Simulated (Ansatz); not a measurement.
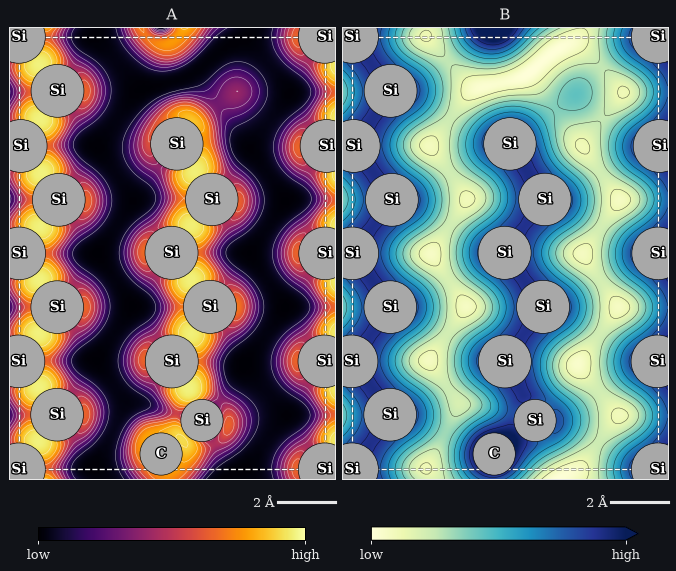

Si62C (cell with a defect): 2 fields on the (101) plane of the calculation cell, with unlabelled colour scales. Grey discs cover the atomic cores.

PAW files of the earlier set (soft_1).

These are results of Ansatz, DFT PBE, scalar-relativistic, plane waves, PAW, not measurements.

Q: Match the panels to the quantities (electron localisation function and valence pseudo-density).

A: Panel A: electron localisation function. Panel B: valence pseudo-density. From the grid: Si–C (1.88 Å): the density is about 0.87 e/Å³ at the midpoint; the ELF peaks at about 0.90 between the atoms, as expected for localised, covalent bonding. Si–Si (2.33 Å): the density is about 0.59 e/Å³ at the midpoint; the ELF peaks at about 0.95 between the atoms: a covalent bond.
